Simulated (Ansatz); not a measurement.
**Be: density, localisation and related maps**

```xyz
2
Lattice="-2.1588 0.0000 0.0000 0.0000 0.0000 3.4126 1.0794 1.8696 0.0000" Properties=species:S:1:pos:R:3 pbc="T T T"
Be   -0.1016    1.2464    0.8532
Be   -0.9778    0.6232    2.5595
```

Space group P2₁/m; changed on purpose from its base cell (mode 4 frozen in at -0.104 Å, equal normal strain along x, y and z -0.0250); not relaxed (largest force 0.9 eV/Å); computed pressure about 13 GPa in this cell.

All numbers below come from DFT PBE+D3(BJ), scalar-relativistic, plane waves, PAW in Ansatz 0.2.0.

Core electrons are frozen (PAW), and the valence fields are smoothed inside the atomic spheres.

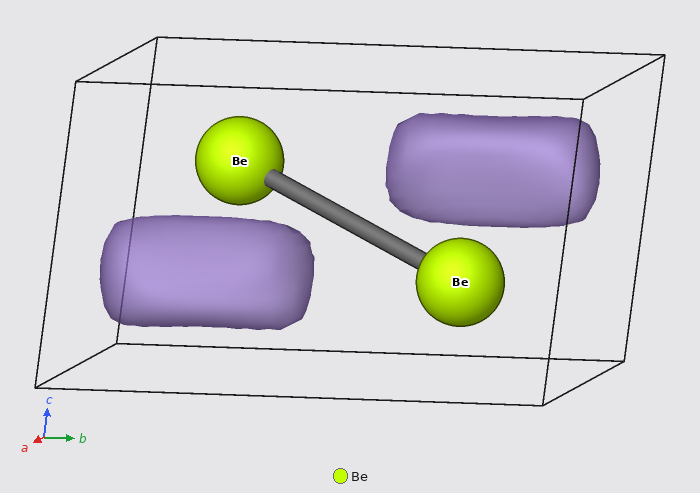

Figure 1. Isosurface of the ELF at 0.7 (purple), seen slightly off an axis. Only the valence region is drawn (cores and ρ < 0.01 e/Å³ removed). Sticks mark near contacts.

### Describe the localisation domains.

The surface consists of two pockets between the atoms, centred on no nucleus (multi-centre or interstitial), counted in one cell of 2 atoms. Any copies at cell faces, edges or corners count once. There are no localised bonds or lone pairs at this value. Along the contacts the grid gives the following. Be–Be (2.02 Å): the ELF peaks at about 0.65 between the atoms. Be–Be (2.12 Å): the ELF peaks at about 0.65 between the atoms.

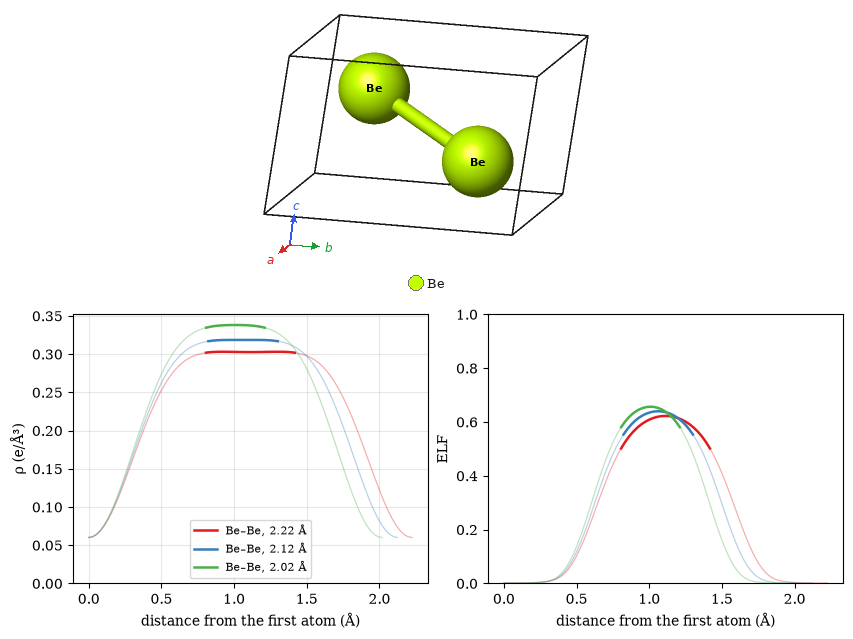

Figure 2. Valence electron density and electron localisation function along straight lines between neighbouring atoms. Thin, pale parts lie inside the atomic spheres. The structure is drawn too.

### Compare the contacts.

Be–Be (2.22 Å): ρ at the midpoint is about 0.3 e/Å³; the ELF peaks at about 0.60 between the atoms.
Be–Be (2.12 Å): the density is about 0.32 e/Å³ at the midpoint; the ELF peaks at about 0.65 between the atoms.
Be–Be (2.02 Å): ρ at the midpoint is about 0.34 e/Å³; the ELF peaks at about 0.65 between the atoms.

### Does the calculation give a band gap?

It is metallic or semimetallic at this level of theory: no gap opens.
